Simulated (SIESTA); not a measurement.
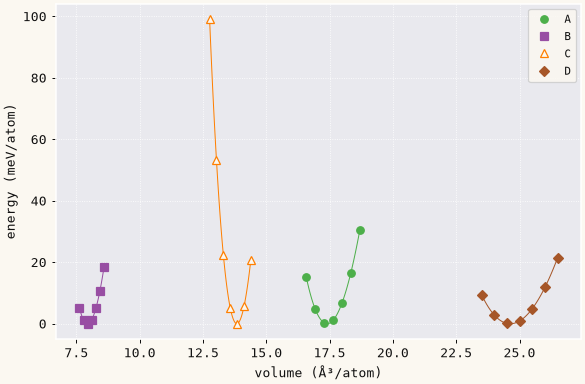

Plotted: energy against volume, with one curve for each element, for Be, Ru, Sc and Ti (all in space group P6_3/mmc (No. 194)). The labels are replaced by letters.

Computed with SIESTA 5.4.2: DFT in numerical atomic orbitals with pseudopotentials, no spin polarisation; energies at scaled volumes of the given cell, shape and fractions fixed, counted from the fit's minimum, third-order Birch-Murnaghan fit. Level: PBE.

- occupations: Fermi–Dirac
- smearing width: 0.05 eV

Which letter stands for which compound?

A: Ti; B: Be; C: Ru; D: Sc.

Keep in mind: basis without polarisation orbitals (Ru); mulliken charges of long orbitals (Ti, Be, Sc); short basis over semicore shells (Be); shape and atomic fractions are frozen while scaling, which makes layered, chain and framework solids too stiff.
